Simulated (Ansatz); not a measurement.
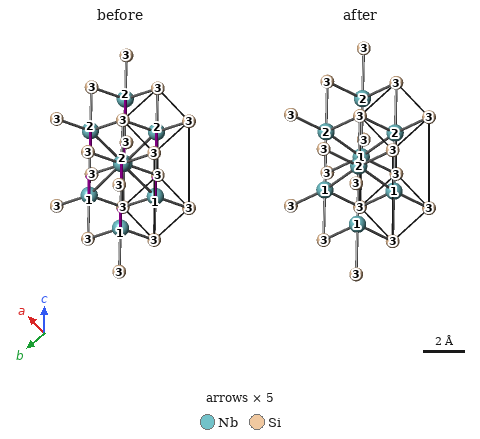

The structure of a crystal of Nb₂Si (a generated structure, set up in P-3m1) (coarse preliminary run) before (left) and after (right) a relaxation, at one scale. The purple arrows give the displacements (the part carried along by the change of the cell is left out), 5 times their true length.

The picture is a ball-and-stick view of the cell of the calculation, repeated 2 × 2 × 1 with one cell outlined, seen from a free direction.

Case: C → Si, Ta → Nb on all its sites, cell and atoms relaxed.

The calculation used Ansatz 0.2.0, DFT PBE, scalar-relativistic, plane waves, PAW. Settings: plane-wave cutoff 420 eV; k-point mesh 9 × 9 × 4; occupations gaussian; smearing width 0.1 eV; no spin polarisation; cell and atoms relaxed; force threshold 0.05 eV/Å; at most 60 steps.

Summarise the run.

Answer. The largest moves relative to the cell, 0.28 Å, are those of Nb1 and Nb2. Nb2 goes along −c. Si stays in place. Cell: a = b 3.238 → 3.379 Å (+4.3 %), c 5.147 → 5.394 Å (+4.8 %). Volume +14.1 %. Among the contacts that change: Nb1–Nb2 3.205 → 3.816 Å, Nb1–Nb2 (another image) 3.157 → 2.877 Å, Nb1–Si3 2.278 → 2.549 Å, Nb1–Nb1 3.238 → 3.379 Å. Bond angles that change, for instance: Nb2–Nb1–Si3 161.2° → 172.8°, Nb2–Nb1–Nb2 61.7° → 71.9°, Nb1–Si3–Nb2 89.4° → 97.0°. The space group stays P-3m1 (No. 164). The energy falls by 2.077 eV per cell of the calculation in 5 accepted moves (6 points after the start). The largest force component goes from 5.5 to 0.0016 eV/Å. Pressure: 45.13 GPa at the start and 0.02 GPa at the end. The SCF was repeated once at an unchanged geometry on a basis and grid sized afresh for the cell, which shifted the energy by 1.8 meV per cell of the calculation at most. The run took roughly 6 core-seconds on a shared host.
